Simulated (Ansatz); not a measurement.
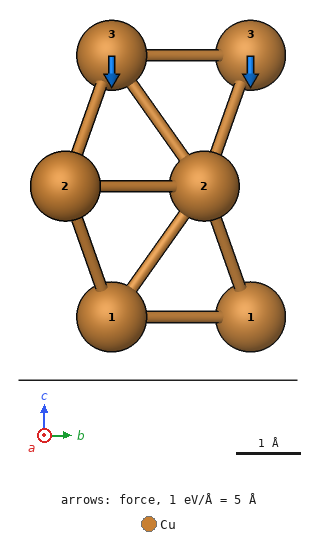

Starting geometry of a slab of composition Cu (cut from the P6_3/mmc phase) with the computed forces as blue arrows. The picture is a ball-and-stick view of the 3 × 2 repeat of the cell, outlined in the plane, without the vacuum, seen along the a axis.

Case: clean slab, lower half held. The slab is the (0 0 1) face of Cu. 1 atoms are held fixed.

These are results of DFT r2SCAN, scalar-relativistic, plane waves, PAW (Ansatz), not measurements. (plane-wave cutoff 500 eV; k-point mesh 12 × 12 × 1; occupations gaussian; smearing width 0.1 eV; no spin polarisation; dipole correction; atoms relaxed in a fixed cell; force threshold 0.03 eV/Å; at most 70 steps)

> What follows when this structure is relaxed?

It isn't relaxed: the largest force vector, on Cu3, is 0.11 eV/Å. The atoms end up moving mostly along the starting forces (cosine between the two patterns 0.89). The atom that moves furthest is Cu3 (0.061 Å along the normal (−c)). The cell stays as it was. Among the contacts that change: Cu1–Cu2 2.530 → 2.505 Å. After 2 geometry steps the energy has fallen by 3.1 meV per cell of the calculation. Largest force component: 0.11 eV/Å at the start, 0.0078 eV/Å at the end. Cost: 110 s on 2 threads of Intel(R) Xeon(R) Processor @ 2.50GHz (Skylake/Cascade Lake), with other jobs on the host, peak memory 0.67 GiB.
